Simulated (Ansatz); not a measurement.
# Single-point calculation of HfO$_{2}$

- system: HfO$_{2}$ (P2₁2₁2, 6 atoms in the cell)
- method: DFT PBEsol, scalar-relativistic, plane waves, PAW, PAW set soft_1, no spin polarisation (Ansatz 0.2.0)

The structure derives from a Materials Project entry. Figures and captions count atoms from 1; the log counts them from 0 in places.

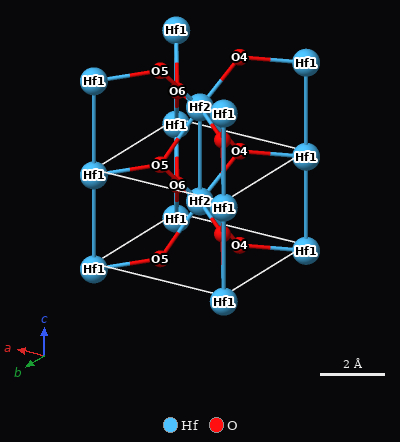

The input geometry (ball-and-stick view of the cell of the calculation, repeated 1 × 1 × 2, seen at an oblique angle; atoms are numbered from 1 in the order of the input). An atom can appear more than once, as a periodic image.

### Input
```yaml
crystal:
  lattice:
    - [4.8307835077, 0.0, 0.0]
    - [0.0, 4.8307835077, 0.0]
    - [0.0, 0.0, 3.2101828971]
  atoms:
    - { symbol: Hf, position: [0.0, 0.0, -0.0619902374] }
    - { symbol: Hf, position: [0.5, 0.5, 0.5619902374] }
    - { symbol: O, position: [0.1572912555, 0.7673255293, 0.4765930888] }
    - { symbol: O, position: [0.3427087445, 0.2673255293, 0.0234069112] }
    - { symbol: O, position: [0.6572912555, 0.7326744707, 0.0234069112] }
    - { symbol: O, position: [0.8427087445, 0.2326744707, 0.4765930888] }
basis:
  ecutwfc: 520.0
kpoints:
  mp_grid: { grid: [6, 6, 8] }
hamiltonian:
  xc: pbesol
  pseudopotentials: { kind: paw, azcp: { folder: soft_1 } }
scf:
  occupations: { method: gaussian, width: 0.05 }
output:
  forces: true
  stress: true
  eigenvalues: true
  write_density: true
  write_potential: true
  elf: true
  volumetric_format: npy
```

Command:
```bash
ansatz run input.yaml --threads 2 --pin off --max-ram 4096MiB --backend cpu --events-out ev --progress --plain --runs-dir out
```

### What the program printed
```
Warning: [file] the record states the generating functional pbe (its physics header spells it `PBE`), which answers neither for hamiltonian.xc's functional nor for the pbesol family's — results may be inconsistent (PPs are generated against a specific XC)
Warning: [file] the record states the generating functional pbe (its physics header spells it `PBE`), which answers neither for hamiltonian.xc's functional nor for the pbesol family's — results may be inconsistent (PPs are generated against a specific XC)
Engine: ansatz 0.2.0, aarch64-unknown-linux-gnu
Pseudopotentials: kind: paw
Pseudopotential: Hf, paw, valence charge 26, recommended cutoff 420 eV (normal), [file]
Pseudopotential: O, paw, valence charge 6, recommended cutoff 420 eV (normal), [file]
Functional definition: PBEsol
  exchange = pbesol_x
  correlation = pbesol_c
Crystal: 6 atoms, lattice volume = 74.914 Å³
Basis set: ecut = 520 eV, 1955 PW (Γ), exchange–correlation on 72×72×48 points (8 copies of the dense FFT grid, shifted against one another)
Bands: 46, of which v1, the nominal top of the filled ones, is band 38 counted from 1 (37 counted from 0)
Symmetry: 4 space group operations
Space group: P21212 (ITA 18), of the structure as read, at distance tolerance 4.2e-5 Å
k-points: 80 of 288 (time reversal used)
Non-local potential: Hf, projectors of the file, l = 0: 3, l = 1: 2, l = 2: 2, l = 3: 3
Non-local potential: O, projectors of the file, l = 0: 2, l = 1: 2, l = 2: 1
PAW form: soft (Blöchl's): semilocal exchange-correlation on the pseudo side does not see the compensation charge
PAW frozen core: Hf, regenerated for the run's functional, and the local potential with it (the file was generated under x = pbe(κ = 0.804, μ = 0.2195149727645171), c = pbe(β = 0.06672455060314922))
PAW frozen core: O, regenerated for the run's functional, and the local potential with it (the file was generated under x = pbe(κ = 0.804, μ = 0.2195149727645171), c = pbe(β = 0.06672455060314922))
PAW one-centre angular grid: Hf, 590 points (default); XC on 64 Gauss nodes
PAW one-centre angular grid: O, 110 points (default); XC on 64 Gauss nodes
Initial density: superposition of atomic densities (chi_scale 0.1, normalization cell, long waves kept (reshape's long-wave potential 0.00 eV rms))
Initial wavefunctions: pseudopotential atomic-orbital guess
Functional: x = pbesol(κ = 0.804, μ = 0.12345679012345678), c = pbesol(β = 0.046)
SCF iter   1: F=—  HF=-33453.069021 eV  |F-HF|=—  |Δ(HF+E_count)|=         —  Δρ=9.23e-2  dr2=5.34e0  ethr=3.10e-3  ⟨swp⟩=5.8  Hψ=11848  notcnv=0  defer=4
preconditioner: auto → Resta (q_TF=auto, 2.735 Å⁻¹)  ε∞=4.7  [insulator: Δε(μ)=3.080 eV  Ē_g=18.897 eV  σ=0.050 eV  W_gap=1.00  n_scr=30 (ndim 8)  ℏωp=36.4 eV  f_vac=0.009  D(μ)=0.00/eV (n_scr^D=0)  ε∞_Penn≈4.7]
SCF iter   2: F=—  HF=-33451.823607 eV  |F-HF|=—  |Δ(HF+E_count)|=    1.25e0  Δρ=4.09e-2  dr2=1.18e0  ethr=3.10e-3  ⟨swp⟩=2.9  Hψ=8023  notcnv=0  defer=138
SCF iter   3: F=—  HF=-33451.483601 eV  |F-HF|=—  |Δ(HF+E_count)|=   3.40e-1  Δρ=2.22e-2  dr2=3.60e-1  ethr=1.55e-3  ⟨swp⟩=2.0  Hψ=6192  notcnv=0  defer=138
SCF iter   4: F=—  HF=-33451.404476 eV  |F-HF|=—  |Δ(HF+E_count)|=   7.91e-2  Δρ=8.17e-3  dr2=2.89e-2  ethr=4.73e-4  ⟨swp⟩=2.7  Hψ=7323  notcnv=0  defer=138
SCF iter   5: F=—  HF=-33451.420035 eV  |F-HF|=—  |Δ(HF+E_count)|=   1.56e-2  Δρ=3.37e-3  dr2=9.92e-3  ethr=3.81e-5  ⟨swp⟩=2.0  Hψ=6480  notcnv=0  defer=138
SCF iter   6: F=—  HF=-33451.414802 eV  |F-HF|=—  |Δ(HF+E_count)|=   5.23e-3  Δρ=8.44e-4  dr2=4.62e-4  ethr=1.31e-5  ⟨swp⟩=2.0  Hψ=6591  notcnv=0  defer=138
SCF iter   7: F=—  HF=-33451.415439 eV  |F-HF|=—  |Δ(HF+E_count)|=   6.37e-4  Δρ=4.62e-4  dr2=1.32e-4  ethr=6.08e-7  ⟨swp⟩=2.0  Hψ=6610  notcnv=0  defer=138
SCF iter   8: F=—  HF=-33451.415474 eV  |F-HF|=—  |Δ(HF+E_count)|=   3.46e-5  Δρ=6.09e-5  dr2=3.24e-6  ethr=1.74e-7  ⟨swp⟩=2.0  Hψ=6559  notcnv=0  defer=138
SCF iter   9: F=—  HF=-33451.415562 eV  |F-HF|=—  |Δ(HF+E_count)|=   8.80e-5  Δρ=1.39e-5  dr2=1.55e-7  ethr=4.26e-9  ⟨swp⟩=2.0  Hψ=6616  notcnv=0  defer=138
SCF iter  10: F=-33451.415562 eV  HF=-33451.415562 eV  |F-HF|=3.45e-9  |Δ(HF+E_count)|=   1.44e-7  Δρ=2.87e-6  dr2=5.06e-9  ethr=1.32e-10  ⟨swp⟩=14.6  Hψ=28167  notcnv=0
SCF 1 converged in 10 iterations: F = -33451.415562 eV  dr2 = 5.06e-9
  greatest PAW one-centre occupation: 0.999 electrons in one spin orbital (limit 2), on the Hf atom at site 1 (counted from 0), in its partial waves of l = 0
```

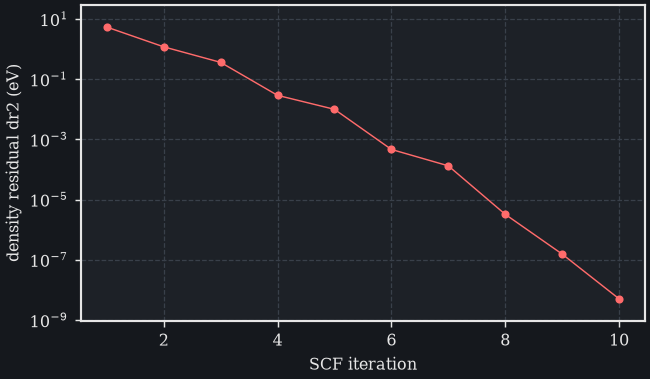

Convergence of the self-consistent field: density residual dr2 against the SCF iteration. The residual falls at every step.

```
SCF converged after 10 iterations
Free energy (F): -33451.415562 eV
Harris-Foulkes:  -33451.415562 eV  (|F-HF|=3.45e-9)
Internal energy: -33451.415562 eV  (E = F + TS)
E sigma→0 (E₀):  -33451.415562 eV
Fermi energy:    13.184459 eV
--- Per-component energies (eV) ---
  E_band       = -206.760541
  E_kinetic    = 1479.596117
  E_local      = -15402.991099  (includes V_loc(G=0)·N_el)
  E_nonlocal   = 353.920179
  E_hartree    = 7270.142915
  E_xc         = -809.550223
  E_vxc        = -868.975589  (∫ρ·V_xc dr)
  E_paw        = -15787.147734  (= ΣΔE_a)
  E_vpaw       = -308.598090  (= ΣTr[D̂ρ^β])
  E_aug_tail   = 0.001006  (compensation charges beyond the density's cutoff)
  E_ewald      = -10558.029986
  E_core_change = 2.643264  (= ΣΔE_core)
  E_smearing   = -0.000000  (= −TS)
  E_closure    = 0.000000  (closes the sum)
  Σ components = -33451.415562   (vs F -33451.415562, Δ=0.00e0)
--- Forces (eV/Å), atoms counted from 1 ---
  atom   1  Hf     0.00000000     0.00000000     1.13907149
  atom   2  Hf     0.00000000     0.00000000    -1.13907149
  atom   3  O      0.38726755     0.11880642     0.13700762
  atom   4  O     -0.38726755     0.11880642    -0.13700762
  atom   5  O      0.38726755    -0.11880642    -0.13700762
  atom   6  O     -0.38726755    -0.11880642     0.13700762
  max |Σ_I F_I| component: 0.00e0 eV/Å
--- Stress (GPa, compression-positive) ---
       -3.320819       0.000000       0.000000
        0.000000      -4.459460       0.000000
        0.000000       0.000000      -1.816121
  P = ⅓ Tr σ = -3.1988 GPa (-31.988 kbar)
--- Band table (eV; the first three rows and the last of 80) ---
  k-point 0: bands = ["-49.0690", "-49.0582", "-18.0257", "-18.0154", "-17.7239", "-17.7153", "-17.6233", "-17.5879", "-6.2069", "-5.3158", "-4.3696", "-4.2974", "1.0505", "1.0620", "1.0638", "1.0877", "1.0879", "1.0960", "1.0960", "1.0975", "1.1137", "1.1190", "1.1400", "1.1451", "1.2083", "1.2320", "5.8853", "6.5356", "6.9193", "7.8606", "8.1071", "9.0743", "9.7614", "9.9819", "10.6156", "10.8776", "10.8854", "11.0917", "15.2782", "15.6072", "16.4861", "16.5707", "17.0515", "17.3348", "18.3240", "19.6470"]
  k-point 1: bands = ["-49.0657", "-49.0555", "-18.0000", "-17.9935", "-17.7218", "-17.7166", "-17.7103", "-17.6817", "-6.0286", "-5.1972", "-4.4709", "-4.3952", "1.0546", "1.0663", "1.0682", "1.0897", "1.0914", "1.0953", "1.0960", "1.0983", "1.1093", "1.1170", "1.1323", "1.1440", "1.1979", "1.2188", "6.1454", "6.7256", "7.0796", "7.7447", "8.1047", "9.3129", "9.3292", "10.0693", "10.1197", "10.6674", "10.7499", "11.0014", "15.5704", "16.0371", "16.4849", "16.5514", "17.0201", "17.6569", "18.3451", "19.7374"]
  k-point 2: bands = ["-49.0577", "-49.0489", "-17.9383", "-17.9357", "-17.9348", "-17.8981", "-17.7187", "-17.7001", "-5.5864", "-4.9331", "-4.7121", "-4.6272", "1.0652", "1.0777", "1.0812", "1.0885", "1.0933", "1.0959", "1.0969", "1.0992", "1.1029", "1.1115", "1.1201", "1.1519", "1.1735", "1.1887", "6.8072", "7.1461", "7.5454", "7.6666", "8.1571", "8.4853", "9.0651", "9.6249", "10.1528", "10.2392", "10.5723", "10.6670", "16.1519", "16.2944", "16.6420", "16.9473", "17.1082", "18.1011", "18.6263", "20.1841"]
  k-point 79: bands = ["-49.0429", "-49.0429", "-18.2054", "-18.2054", "-17.8528", "-17.8528", "-17.7051", "-17.7051", "-5.1092", "-5.1092", "-4.6280", "-4.6280", "1.0765", "1.0765", "1.0880", "1.0880", "1.0967", "1.0967", "1.1048", "1.1048", "1.1156", "1.1156", "1.1377", "1.1377", "1.1567", "1.1567", "7.1854", "7.1854", "7.3655", "7.3655", "8.5058", "8.5058", "9.1258", "9.1258", "10.3930", "10.3930", "10.7650", "10.7650", "16.2363", "16.2363", "17.0257", "17.0257", "17.9057", "17.9057", "20.7121", "20.7121"]
```

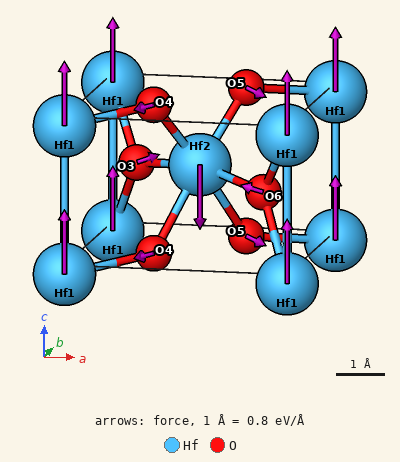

Forces on the atoms as pink arrows (ball-and-stick view of the cell of the calculation, seen slightly off an axis; atoms are numbered from 1 in the order of the input). The largest act on Hf1, Hf2 (1.14 eV/Å); all 4 O atoms (0.43 eV/Å). The geometry is not a stationary point of this energy.

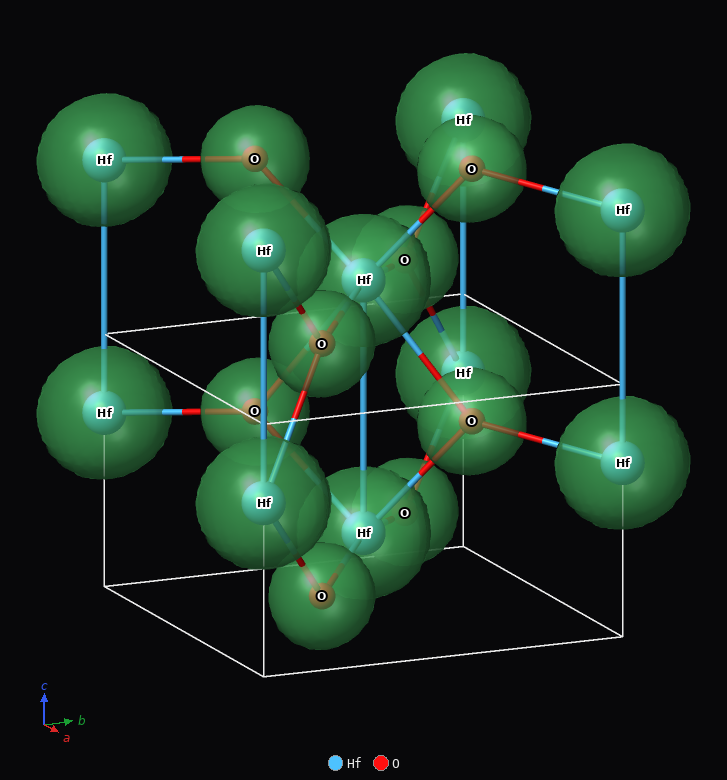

Isosurface of the valence electron density at 1.5 e/Å³ (green), seen slightly off an axis. Sticks mark near contacts. The outline is the cell set on symmetry axes. At this value the density breaks into separate islands; it holds about 75 % of the electrons treated as valence (semicore included). It is pinched off along the Hf–O (2.01 Å), Hf–Hf (3.21 Å), Hf–O (2.12 Å) and Hf–O (2.20 Å) contacts. On the grid the lowest density along these lines, outside the cores, is 0.83 e/Å³ (Hf–O, 2.01 Å), 0.2 e/Å³ (Hf–Hf, 3.21 Å), 0.63 e/Å³ (Hf–O, 2.12 Å) and 0.53 e/Å³ (Hf–O, 2.20 Å). Core electrons are frozen (PAW), so the fields are smoothed inside the atomic spheres.

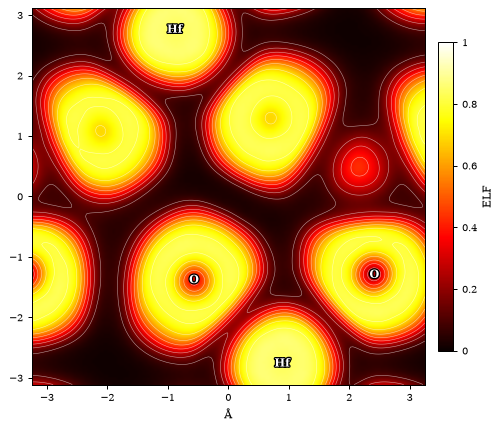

Electron localisation function on the (111) plane of the conventional cell. The section cuts through Hf and O sites. Hf–O (2.01 Å): the ELF peaks at about 0.80 in the valence shell of O, 0.6 Å from its nucleus, and drops to about 0.20 between the two atoms. Hf–O (2.12 Å): the ELF peaks at about 0.80 in the valence shell of O, 0.6 Å from its nucleus, and drops to about 0.20 between the two atoms. The strong features right at Hf lie inside the PAW spheres (semicore, d or f shells) and say nothing about bonding.

### Summary

- outcome: converged
- space group (tolerance 0.01 Å): P2₁2₁2 (18)
- electrons treated: 76
- free energy: −33451.4156 eV
- Fermi energy: 13.184 eV
- gap on the k-point mesh: 4.16 eV
- pressure: −3.20 GPa
- largest force (length of the vector): 1.139 eV/Å
- hardware: 2 threads of Arm Neoverse N1, 98 GiB of memory available, shared host
- wall time: 49 s (CPU time 97 s)
- peak memory: 0.52 GiB

### Remarks

Warnings of the run: the PAW datasets were made with another functional. Spin–orbit coupling is left out, which matters for Hf.
